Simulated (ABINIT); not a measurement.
# TiB2: geometry relaxation (part 1 of 3)

The run: geometry relaxation of TiB2 (3 atoms in the cell). Method and program: Kohn-Sham DFT of a periodic cell, PBEsol, JTH PAW PBE v2.0, no spin polarisation (ABINIT 10.8.3).

The structure derives from an entry of the Crystallography Open Database.

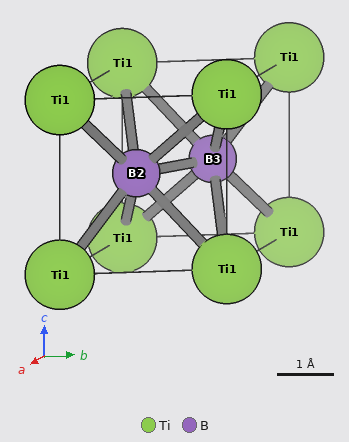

*The structure as given in the input (ball-and-stick view of the cell of the calculation, seen slightly off an axis; atoms are numbered from 1 in the order of the input). An atom can appear more than once, as a periodic image.*

Near neighbours in the periodic cell (some may lie outside the picture): Ti has 12 B at 2.38 Å; B has 3 B at 1.75 Å and 6 Ti at 2.38 Å.

Summary:

```tsv
quantity	value
outcome	converged
space group (tolerance 0.01 Å)	P6/mmm (191)
electrons treated	18
free energy	−1753.0803 eV
Fermi energy	10.032 eV
gap on the k-point mesh	none (metallic)
pressure	0.00 GPa
final volume	25.20 Å³
largest force (length of the vector) at the end	under 0.001 eV/Å
final cell	a = 3.019 Å, b = 3.019 Å, c = 3.193 Å, α = 90.00°, β = 90.00°, γ = 120.00°
hardware	1 thread of Arm Neoverse V2, 24 GiB of memory available, shared host
wall time	96 s
peak memory	0.12 GiB
```

The input:
```
pp_dirpath "./"
pseudos "Ti.GGA_PBE-JTH.xml, B.GGA_PBE-JTH.xml"

acell 3.0292 3.0292 3.2284 Angstrom
rprim
     1.0000000000     0.0000000000     0.0000000000
    -0.5000000000     0.8660254038     0.0000000000
     0.0000000000     0.0000000000     1.0000000000
ntypat 2
znucl 22 5
natom 3
typat 1 2 2
xred
     0.0000000000     0.0000000000     0.0000000000
     0.6666666667     0.3333333333     0.5000000000
     0.3333333333     0.6666666667     0.5000000000
chkprim 0
chksymtnons 0
tolsym 1.0e-6

ecut 18.0
pawecutdg 36.0
pawxcdev 0
pawovlp -1

kptopt 1
ngkpt 10 10 8
nshiftk 1
shiftk 0.0 0.0 0.0

ixc -116133

nband 13
occopt 3
tsmear 0.05 eV

nstep 100
tolvrs 1.0e-9

iomode 3
prtwf 0
prtden 0
prteig 0
prtebands 0

ionmov 22
ntime 60
tolmxf 5.0e-5
optcell 2
dilatmx 1.08
ecutsm 0.5
```

Launched with:
```bash
abinit run.abi > log 2>&1
```

Log:
```
.Version 10.8.3 of ABINIT
 Symmetries : space group P6/m m m (#191); Bravais hP (primitive hexag.)
================================================================================
 Values of the parameters that define the memory need of the present run
     intxc =       0    ionmov =      22      iscf =      17    lmnmax =      18
     lnmax =       6     mgfft =      27  mpssoang =       3    mqgrid =    3001
     natom =       3  nloc_mem =       2    nspden =       1   nspinor =       1
    nsppol =       1      nsym =      24    n1xccc =       1    ntypat =       2
    occopt =       3   xclevel =       2
       mpw =         812          nfft =       15552          nkpt =          70
 PAW method is used; the additional fine FFT grid is defined by:
   mgfftf=        36    nfftf =     46656
================================================================================
================================================================================

--------------------------------------------------------------------------------
------------- Echo of variables that govern the present computation ------------
--------------------------------------------------------------------------------
 -outvars: echo values of preprocessed input variables --------
            acell      5.7243583806E+00  5.7243583806E+00  6.1007918249E+00 Bohr
              amu      4.78800000E+01  1.08110000E+01
          chkprim           0
      chksymtnons           0
          dilatmx      1.08000000E+00
             ecut      1.80000000E+01 Hartree
           ecutsm      5.00000000E-01 Hartree
           ionmov          22
                       outvar_i_n : Printing only first  50 k-points.
              ixc     -116133
                       outvar_i_n : Printing only first  50 k-points.
         kptrlatt       10    0    0      0   10    0      0    0    8
          kptrlen      4.88063346E+01
            natom           3
            nband          13
            ngfft          24      24      27
          ngfftdg          36      36      36
             nkpt          70
            nstep         100
             nsym          24
            ntime          60
           ntypat           2
                       prtocc : prtvol=0, do not print more k-points.
           occopt           3
          optcell           2
        pawecutdg      3.60000000E+01 Hartree
          pawovlp     -1.0000000000E+00
         pawxcdev           0
           prtden           0
        prtebands           0
           prteig           0
            prtwf           0
            rprim      1.0000000000E+00  0.0000000000E+00  0.0000000000E+00
                      -5.0000000000E-01  8.6602540380E-01  0.0000000000E+00
                       0.0000000000E+00  0.0000000000E+00  1.0000000000E+00
          spgroup         191
           tolsym      1.00000000E-06
           tolvrs      1.00000000E-09
           tsmear      1.83746611E-03 Hartree
            typat      1  2  2
           useylm           1
                       outvars : Printing only first  50 k-points.
           xangst      0.0000000000E+00  0.0000000000E+00  0.0000000000E+00
                       1.5146000000E+00  8.7445471773E-01  1.6142000000E+00
                      -3.9857384438E-17  1.7489094355E+00  1.6142000000E+00
            xcart      0.0000000000E+00  0.0000000000E+00  0.0000000000E+00
                       2.8621791903E+00  1.6524799260E+00  3.0503959124E+00
                      -7.5319540682E-17  3.3049598520E+00  3.0503959124E+00
             xred      0.0000000000E+00  0.0000000000E+00  0.0000000000E+00
                       6.6666666667E-01  3.3333333333E-01  5.0000000000E-01
                       3.3333333333E-01  6.6666666667E-01  5.0000000000E-01
            znucl       22.00000    5.00000

================================================================================

 chkinp: Checking input parameters for consistency.

================================================================================
== DATASET  1 ==================================================================

--- !DatasetInfo
iteration_state: {dtset: 1, }
dimensions: {natom: 3, nkpt: 70, mband: 13, nsppol: 1, nspinor: 1, nspden: 1, mpw: 812, }
cutoff_energies: {ecut:  18.0, pawecutdg:  36.0, }
electrons: {nelect:   1.80000000E+01, charge:   0.00000000E+00, occopt:   3.00000000E+00, tsmear:   1.83746611E-03, }
meta: {optdriver: 0, ionmov: 22, optcell: 2, iscf: 17, paral_kgb: 0, }
...

 Real(R)+Recip(G) space primitive vectors, cartesian coordinates (Bohr,Bohr^-1):
 R(1)=  5.7243584  0.0000000  0.0000000  G(1)=  0.1746921  0.1008585  0.0000000
 R(2)= -2.8621792  4.9574398  0.0000000  G(2)=  0.0000000  0.2017170  0.0000000
 R(3)=  0.0000000  0.0000000  6.1007918  G(3)=  0.0000000  0.0000000  0.1639131
 Unit cell volume ucvol=  1.7312926E+02 bohr^3
 Angles (23,13,12)=  9.00000000E+01  9.00000000E+01  1.20000000E+02 degrees

 Coarse grid specifications (used for wave-functions):

 getcut: wavevector=  0.0000  0.0000  0.0000  ngfft=  24  24  27
         ecut(hartree)=     20.995   => boxcut(ratio)=   2.03263

 Fine grid specifications (used for densities):

 getcut: wavevector=  0.0000  0.0000  0.0000  ngfft=  36  36  36
         ecut(hartree)=     41.990   => boxcut(ratio)=   2.02291

--- Pseudopotential description ------------------------------------------------
- pspini: atom type   1  psp file is ./Ti.GGA_PBE-JTH.xml
 Pseudopotential format is: paw10
 basis_size (lnmax)=  6 (lmn_size= 18), orbitals=   0   0   1   1   2   2
 Spheres core radius: rc_sph= 2.30802695
 Shapefunction is BESSEL type: shapef(r,l)=aa(1,l)*jl(q(1,l)*r)+aa(2,l)*jl(q(2,l)*r)
 Radius for shape functions =  2.01037111
 Compensation charge density is not taken into account in XC energy/potential

- pspini: atom type   2  psp file is ./B.GGA_PBE-JTH.xml
 Pseudopotential format is: paw10
 basis_size (lnmax)=  4 (lmn_size=  8), orbitals=   0   0   1   1
 Spheres core radius: rc_sph= 1.70616958
 Shapefunction is SIN type: shapef(r)=[sin(pi*r/rshp)/(pi*r/rshp)]**2
 Radius for shape functions =  1.40269776
 Compensation charge density is not taken into account in XC energy/potential

   6.09945348E+02                                ecore*ucvol(ha*bohr**3)
--------------------------------------------------------------------------------

================================================================================

=== [ionmov=22] Limited-memory Broyden-Fletcher-Goldfarb-Shanno method
================================================================================

--- Iteration: ( 1/60) Internal Cycle: (1/1)
--------------------------------------------------------------------------------

---SELF-CONSISTENT-FIELD CONVERGENCE--------------------------------------------

--- !BeginCycle
iteration_state: {dtset: 1, itime: 1, icycle: 1, }
solver: {iscf: 17, nstep: 100, nline: 4, wfoptalg: 10, }
tolerances: {tolvrs: 1.00E-09, }
...

     iter   Etot(hartree)      deltaE(h)  residm     nres2
 ETOT  1  -63.159886139149    -6.316E+01 6.104E+00 2.098E+01
 ETOT  2  -64.422210229758    -1.262E+00 2.711E-01 4.120E-01
 ETOT  3  -64.424247775675    -2.038E-03 2.635E-01 1.924E-01
 ETOT  4  -64.424452327284    -2.046E-04 1.414E-02 9.682E-02
 ETOT  5  -64.424246290731     2.060E-04 8.698E-03 8.278E-04
 ETOT  6  -64.424259376885    -1.309E-05 1.269E-03 7.824E-04
 ETOT  7  -64.424257053347     2.324E-06 1.438E-03 3.583E-05
 ETOT  8  -64.424257212968    -1.596E-07 6.685E-04 2.244E-07
 ETOT  9  -64.424257215344    -2.376E-09 3.136E-04 7.292E-08
 ETOT 10  -64.424257215327     1.734E-11 1.299E-04 1.756E-08
 ETOT 11  -64.424257215278     4.952E-11 9.342E-05 2.590E-09
 ETOT 12  -64.424257215268     9.166E-12 6.466E-05 7.368E-11

 At SCF step   12       nres2   =  7.37E-11 < tolvrs=  1.00E-09 =>converged.

 Cartesian components of stress tensor (hartree/bohr^3)
  sigma(1 1)=  1.22427714E-04  sigma(3 2)=  0.00000000E+00
  sigma(2 2)=  1.22427714E-04  sigma(3 1)=  0.00000000E+00
  sigma(3 3)=  1.95436900E-04  sigma(2 1)=  0.00000000E+00

--- !ResultsGS
iteration_state: {dtset: 1, itime: 1, icycle: 1, }
comment   : Summary of ground state results
lattice_vectors:
- [  5.7243584,   0.0000000,   0.0000000, ]
- [ -2.8621792,   4.9574398,   0.0000000, ]
- [  0.0000000,   0.0000000,   6.1007918, ]
lattice_lengths: [   5.72436,    5.72436,    6.10079, ]
lattice_angles: [ 90.000,  90.000, 120.000, ] # degrees, (23, 13, 12)
lattice_volume:   1.7312926E+02
convergence: {deltae:  9.166E-12, res2:  7.368E-11, residm:  6.466E-05, diffor: null, }
etotal    :  -6.44242572E+01
entropy   :   0.00000000E+00
fermie    :   3.61679497E-01
cartesian_stress_tensor: # hartree/bohr^3
- [  1.22427714E-04,   0.00000000E+00,   0.00000000E+00, ]
- [  0.00000000E+00,   1.22427714E-04,   0.00000000E+00, ]
- [  0.00000000E+00,   0.00000000E+00,   1.95436900E-04, ]
pressure_GPa:  -4.3179E+00
xred      :
- [  0.0000E+00,   0.0000E+00,   0.0000E+00, Ti]
- [  6.6667E-01,   3.3333E-01,   5.0000E-01,  B]
- [  3.3333E-01,   6.6667E-01,   5.0000E-01,  B]
cartesian_forces: # hartree/bohr
- [  3.13589174E-29,   1.81050794E-29,  -0.00000000E+00, ]
- [  3.13589174E-29,  -3.62101588E-29,  -0.00000000E+00, ]
- [ -6.27178348E-29,   1.81050794E-29,  -0.00000000E+00, ]
force_length_stats: {min:   3.62101588E-29, max:   6.52787921E-29, mean:   4.97968295E-29, }
...

 Integrated electronic density in atomic spheres:
 ------------------------------------------------
 Atom  Sphere_radius  Integrated_density
    1        2.30803         10.36935564
    2        1.70617          1.90994221
    3        1.70617          1.90994221

---OUTPUT-----------------------------------------------------------------------

 Cartesian coordinates (xcart) [bohr]
  0.00000000000000E+00  0.00000000000000E+00  0.00000000000000E+00
  2.86217919029993E+00  1.65247992601830E+00  3.05039591244034E+00
 -7.53195406821648E-17  3.30495985203660E+00  3.05039591244034E+00
 Reduced coordinates (xred)
  0.00000000000000E+00  0.00000000000000E+00  0.00000000000000E+00
  6.66666666666666E-01  3.33333333333333E-01  5.00000000000000E-01
  3.33333333333333E-01  6.66666666666666E-01  5.00000000000000E-01
 Cartesian forces (fcart) [Ha/bohr]; max,rms= 6.27178E-29 2.95655E-29 (free atoms)
  3.13589173857446E-29  1.81050793938296E-29 -0.00000000000000E+00
  3.13589173857446E-29 -3.62101587876592E-29 -0.00000000000000E+00
 -6.27178347714893E-29  1.81050793938296E-29 -0.00000000000000E+00
 Gradient of E wrt nuclear positions in reduced coordinates (gred)
 -1.79509681543626E-28  2.09692634230124E-44 -0.00000000000000E+00
 -1.79509681543626E-28  2.69264522315439E-28 -0.00000000000000E+00
  3.59019363087252E-28 -2.69264522315439E-28 -0.00000000000000E+00
 Scale of Primitive Cell (acell) [bohr]
  5.72435838059985E+00  5.72435838059985E+00  6.10079182488068E+00
 Real space primitive translations (rprimd) [bohr]
  5.72435838059985E+00  0.00000000000000E+00  0.00000000000000E+00
 -2.86217919029993E+00  4.95743977805490E+00  0.00000000000000E+00
  0.00000000000000E+00  0.00000000000000E+00  6.10079182488068E+00
 Unitary Cell Volume (ucvol) [Bohr^3]=  1.73129258367641E+02
 Angles (23,13,12)= [degrees]
  9.00000000000000E+01  9.00000000000000E+01  1.19999999999554E+02
 Lengths [Bohr]
  5.72435838059985E+00  5.72435838067700E+00  6.10079182488068E+00
 Stress tensor in cartesian coordinates (strten) [Ha/bohr^3]
  1.22427714293265E-04  0.00000000000000E+00  0.00000000000000E+00
  0.00000000000000E+00  1.22427713557562E-04  0.00000000000000E+00
  0.00000000000000E+00  0.00000000000000E+00  1.95436899853390E-04
 Total energy (etotal) [Ha]= -6.44242572152684E+01

--- Iteration: ( 2/60) Internal Cycle: (1/1)
```
